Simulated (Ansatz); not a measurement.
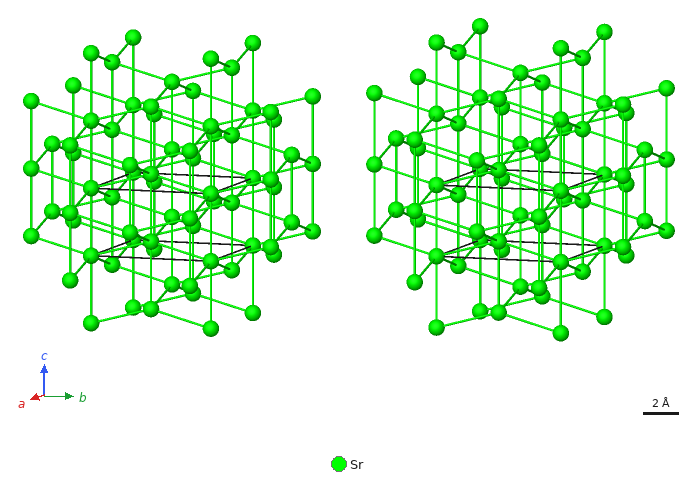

Two geometries of a crystal of Sr (built on the beta-tin_141 type), drawn at one scale. One is the start of a relaxation, the other its converged end. A ball-and-stick model of the conventional cell (2 times the calculation's cell), repeated 1 × 1 × 2 with one cell outlined, seen slightly off an axis. Lengths and directions refer to the drawn axes.

Theory: DFT PBEsol, scalar-relativistic, plane waves, PAW (Ansatz 0.2.0). Set-up: plane-wave cutoff 420 eV; k-point mesh 16 × 16 × 16; occupations gaussian; smearing width 0.1 eV; no spin polarisation; cell and atoms relaxed; force threshold 0.01 eV/Å; at most 80 steps.

Which one is relaxed?

The left one is the relaxed one. Case: beta-tin type (I4_1/amd, No. 141). The energy falls by 22.5 meV per atom in 3 accepted moves (4 points after the start). All forces vanish by symmetry, so only the cell relaxes. The pressure goes from −0.87 to −0.02 GPa. At 1 point the geometry stayed and the basis and grid were re-selected for the new cell (energy shift of 0.1 meV per atom at most each time). The atoms keep their places relative to the cell (all moves are under 0.005 Å). The volume changes by −12.1 %, with a = b 7.548 → 7.271 Å (−3.7 %), c 4.118 → 3.900 Å (−5.3 %). Some distances before and after: Sr–Sr 4.118 → 3.900 Å, Sr–Sr 3.912 → 3.764 Å. The space group stays I4_1/amd (No. 141). The run took about 70 core-seconds on a shared host.
